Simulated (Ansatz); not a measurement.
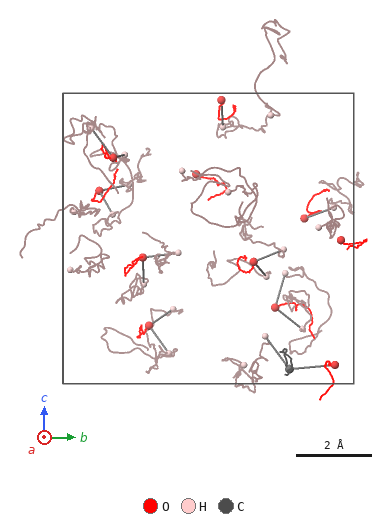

A Born-Oppenheimer molecular dynamics run of a periodic cell with 10 H2O + 1 H2CO at 0.744 g/cm³, 150 fs long. Lines trace each atom's path, in the colour of its element; spheres stand at the starting positions. Seen along the a axis in the simulation cell.

Method: Ansatz, DFT PBE-D3(BJ), scalar-relativistic, plane waves, PAW. Settings: plane-wave cutoff 420 eV; k-point mesh 1 × 1 × 1; Fermi-Dirac smearing 0.05 eV; low-accuracy preset; Langevin thermostat (NVT); set temperature 1500 K; time step 0.5 fs; friction 0.02 per fs.

Input file:
```yaml
accuracy: low
crystal:
  lattice:
    - [7.771118, 0.0, 0.0]
    - [0.0, 7.771118, 0.0]
    - [0.0, 0.0, 7.771118]
  atoms:
    - { symbol: O, position: [0.49405206, 0.6558837, 0.41979205] }
    - { symbol: H, position: [0.55484748, 0.75883775, 0.46197523] }
    - { symbol: H, position: [0.38770051, 0.69978302, 0.36889653] }
    - { symbol: O, position: [0.4498665, 0.27473467, 0.43469718] }
    - { symbol: H, position: [0.47815703, 0.39666054, 0.45051516] }
    - { symbol: H, position: [0.36131732, 0.27767133, 0.34186114] }
    - { symbol: O, position: [0.6874176, 0.17250566, 0.77779933] }
    - { symbol: H, position: [0.56902068, 0.21285092, 0.78810241] }
    - { symbol: H, position: [0.70409108, 0.09755997, 0.87891208] }
    - { symbol: O, position: [0.70036962, -0.04351661, 0.49408252] }
    - { symbol: H, position: [0.67599275, 0.02519709, 0.39193096] }
    - { symbol: H, position: [0.68307939, 0.03792509, 0.59132465] }
    - { symbol: O, position: [0.21781249, 0.12515541, 0.66402056] }
    - { symbol: H, position: [0.14584445, 0.22647213, 0.68480297] }
    - { symbol: H, position: [0.30514978, 0.17059717, 0.58261054] }
    - { symbol: O, position: [0.32382123, 0.54486976, 0.97618421] }
    - { symbol: H, position: [0.23866156, 0.55013217, 0.88290286] }
    - { symbol: H, position: [0.27982049, 0.62315543, 1.06462583] }
    - { symbol: O, position: [0.14855015, 0.72984252, 0.26230668] }
    - { symbol: H, position: [0.10278432, 0.82270682, 0.18893662] }
    - { symbol: H, position: [0.10743445, 0.76446113, 0.38072521] }
    - { symbol: O, position: [0.02864369, 0.83033442, 0.56905722] }
    - { symbol: H, position: [0.09798588, 0.93184609, 0.6063566] }
    - { symbol: H, position: [-0.08484936, 0.87955231, 0.5377807] }
    - { symbol: O, position: [1.01584129, 0.45824658, 0.72115205] }
    - { symbol: H, position: [0.90007509, 0.4095945, 0.73256453] }
    - { symbol: H, position: [0.99924803, 0.56844277, 0.65955722] }
    - { symbol: O, position: [0.18762808, 0.29614805, 0.20015561] }
    - { symbol: H, position: [0.11225019, 0.37867394, 0.25714543] }
    - { symbol: H, position: [0.23651832, 0.36447815, 0.10465181] }
    - { symbol: O, position: [0.70779294, 0.93561117, 0.06511348] }
    - { symbol: C, position: [0.70236156, 0.77905957, 0.05081919] }
    - { symbol: H, position: [0.72077521, 0.71500647, -0.07610782] }
    - { symbol: H, position: [0.67641322, 0.69541891, 0.16392037] }
basis:
  ecutwfc: 420.0
kpoints:
  mp_grid: { grid: [1, 1, 1] }
hamiltonian:
  xc: pbe
  dispersion: d3bj
scf:
  occupations: { method: fermi_dirac, width: 0.05 }
  lower_state_search: "off"
md:
  timestep: 0.5
  n_steps: 300
  ensemble: nvt_langevin
  temperature: 1500.0
  initial_velocities: maxwell_boltzmann
  seed: 49154
  friction: 0.02
```

Run as
```bash
ansatz run input.yaml --threads 1 --pin off --max-ram 3072MiB --backend cpu --events-out ev --progress --plain --runs-dir out
```

> What do the traces tell about the motion?

In the second half of the run the atoms are, in the root-mean-square, this far from where they began (common drift taken out): H 1.32 Å, O 0.83 Å, C 0.42 Å. The heavy atoms stay within a fraction of a molecule's size of their starting places; so short a run doesn't tell a liquid from a solid. Over the second half the temperature averages 1328 K (spread ±121 K). The potential energy in the second half lies on average 141 meV per atom above the first frame.

Limits of the set-up: the program's low-accuracy preset was used; the periodic images lie only 7.8 Å apart, so the values are limited by the cell's size.
